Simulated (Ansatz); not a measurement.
## Energy of PbS along a strain of the cell

System: PbS (I4/mmm, 2 atoms in the cell).
Method: DFT PBE, scalar-relativistic, plane waves, PAW, no spin polarisation (Ansatz 0.2.0).

The 5 runs differ only in the geometry, by a strain of the cell at fixed fractional positions. Against run 3, the strain is εxx = η and εyy = η. The structure derives from an entry of the Crystallography Open Database.

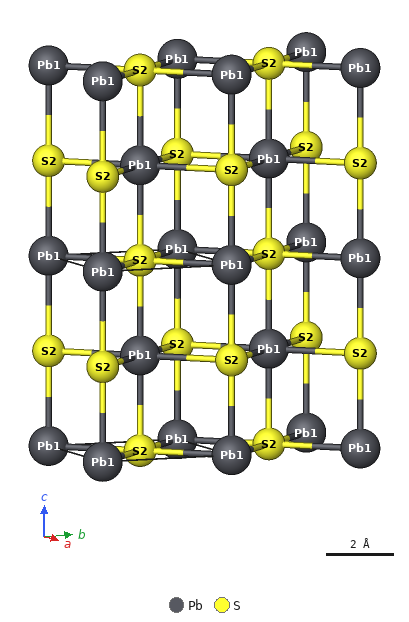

Figure 1. The structure of run 3 (ball-and-stick view of the cell 2 times as large as that of the calculation, set on its symmetry axes, repeated 1 × 2 × 2, seen slightly off an axis; atoms are numbered from 1 in the order of the input). An atom can appear more than once, as a periodic image.

### Input of run 3
```yaml
crystal:
  lattice:
    - [0.0, 2.965, 2.87605]
    - [2.965, 0.0, 2.87605]
    - [2.965, 2.965, 0.0]
  atoms:
    - { symbol: Pb, position: [0.0, 0.0, 0.0] }
    - { symbol: S, position: [0.5, 0.5, 0.5] }
basis:
  ecutwfc: 420
kpoints:
  mp_grid: { grid: [10, 10, 10] }
hamiltonian:
  xc: pbe
scf:
  occupations: { method: gaussian, width: 0.03 }
output:
  forces: true
  stress: true
  eigenvalues: true
```

Command:
```bash
ansatz run input.yaml --threads 1 --pin off --max-ram 2560MiB --backend cpu --events-out ev --progress --plain --runs-dir out
```

Run 2 differs from it as follows:
```diff
-    - [0.0, 2.965, 2.87605]
-    - [2.965, 0.0, 2.87605]
-    - [2.965, 2.965, 0.0]
+    - [0.0, 2.920525, 2.87605]
+    - [2.920525, 0.0, 2.87605]
+    - [2.920525, 2.920525, 0.0]
```

### Results, with one run withheld

```csv
run,strain parameter η (%),"free energy per atom, from the lowest run given (meV)",pressure (GPa),gap on the mesh (eV)
1,−3.0000,61.90,9.08,0.03
2,−1.5000,?,?,?
3,0.0000,7.86,4.48,0.21
4,1.5000,0.00,2.67,0.29
5,3.0000,2.34,1.16,0.36
```

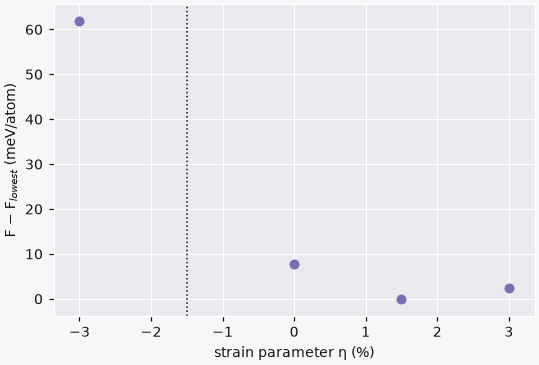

Figure 2. Free energy per atom of the runs given; the dotted line marks run 2.

Fit the runs given and predict run 2.

A quadratic polynomial in the coordinate, fitted to the 4 runs given, misses them by at most 0.56 meV per atom. With x = η − 0.3750, it reads F = 4.9497 − 7.8875 x + 2.6566 x² (meV per atom). At run 2 it gives 29.08 meV per atom, and the run itself gives 27.82. The fit has its minimum at η = 1.8595 %. The fit misses that run by 1.26 meV per atom. The gap on the mesh goes, without turning, from 0.03 eV in run 1 to 0.36 eV in run 5; run 2 has 0.10 eV. These are gaps of this functional on this mesh, which can miss the band edges; they aren't the measured gap.

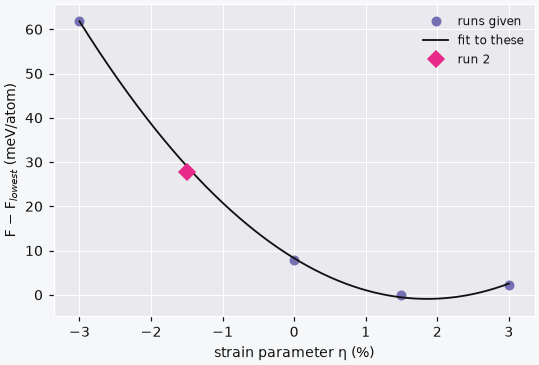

Figure 3. The fit and the withheld run.

### Output, shortened to warnings, some set-up lines, iterations and results (run 2)
```
Basis set: ecut = 420 eV, 941 PW (Γ), exchange–correlation on 60×60×60 points (8 copies of the dense FFT grid, shifted against one another)
Symmetry: 16 space group operations
k-points: 102 of 1000
Initial density: superposition of atomic densities (neutral atoms: chi_scale 0, normalization atom), corrected by the library's trained network
[...]
SCF iter   1: F=—  HF=-12809.470644 eV  |F-HF|=—  |Δ(HF+E_count)|=         —  Δρ=7.41e-4  dr2=3.22e-4  ethr=1.77e-3  ⟨swp⟩=6.6  Hψ=8834  notcnv=0
SCF iter   2: F=—  HF=-12809.469512 eV  |F-HF|=—  |Δ(HF+E_count)|=   1.13e-3  Δρ=4.64e-4  dr2=1.04e-4  ethr=1.61e-6  ⟨swp⟩=2.6  Hψ=3429  notcnv=0
SCF iter   3: F=—  HF=-12809.469516 eV  |F-HF|=—  |Δ(HF+E_count)|=   4.04e-6  Δρ=1.96e-4  dr2=1.80e-5  ethr=5.21e-7  ⟨swp⟩=2.6  Hψ=2412  notcnv=0
SCF iter   4: F=—  HF=-12809.469538 eV  |F-HF|=—  |Δ(HF+E_count)|=   2.14e-5  Δρ=4.35e-5  dr2=9.19e-7  ethr=9.02e-8  ⟨swp⟩=2.8  Hψ=2409  notcnv=0
SCF iter   5: F=-12809.469537 eV  HF=-12809.469537 eV  |F-HF|=5.08e-8  |Δ(HF+E_count)|=   1.45e-7  Δρ=9.59e-6  dr2=5.41e-8  ethr=4.59e-9  ⟨swp⟩=2.2  Hψ=2278  notcnv=0
SCF iter   6: F=-12809.469537 eV  HF=-12809.469537 eV  |F-HF|=3.00e-10  |Δ(HF+E_count)|=   2.77e-8  Δρ=8.98e-7  dr2=4.49e-10  ethr=2.71e-10  ⟨swp⟩=3.5  Hψ=6085  notcnv=0
SCF 1 converged in 6 iterations: F = -12809.469537 eV  dr2 = 4.49e-10
SCF converged after 6 iterations
Free energy (F): -12809.469537 eV
Harris-Foulkes:  -12809.469537 eV  (|F-HF|=3.00e-10)
Internal energy: -12809.469529 eV  (E = F + TS)
E sigma→0 (E₀):  -12809.469533 eV
Entropy (-TS):   -0.000008 eV (-0.004 meV/atom)
Fermi energy:    9.596647 eV
--- Per-component energies (eV) ---
  E_band       = -39.472800
  E_kinetic    = 395.814714
  E_local      = -1176.183982  (includes V_loc(G=0)·N_el)
  E_nonlocal   = 378.721574
  E_hartree    = 459.762566
  E_xc         = -319.454092
  E_vxc        = -221.741054  (∫ρ·V_xc dr)
  E_paw        = -11003.553400  (= ΣΔE_a)
  E_vpaw       = -335.608730  (= ΣTr[D̂ρ^β])
  E_aug_tail   = 0.000048  (compensation charges beyond the density's cutoff)
  E_ewald      = -1544.576955
  E_smearing   = -0.000008  (= −TS)
  E_closure    = 0.000000  (closes the sum)
  Σ components = -12809.469537   (vs F -12809.469537, Δ=0.00e0)
--- Forces (eV/Å), atoms counted from 1 ---
  atom   1  Pb     0.00000000     0.00000000     0.00000000
  atom   2  S      0.00000000     0.00000000    -0.00000000
  max |Σ_I F_I| component: 6.31e-30 eV/Å
--- Stress (GPa, compression-positive) ---
        5.727573       0.000000       0.000000
        0.000000       5.727573       0.000000
        0.000000      -0.000000       8.435346
  P = ⅓ Tr σ = 6.6302 GPa (66.302 kbar)
```

Notes: Spin–orbit coupling is left out, which matters for Pb.
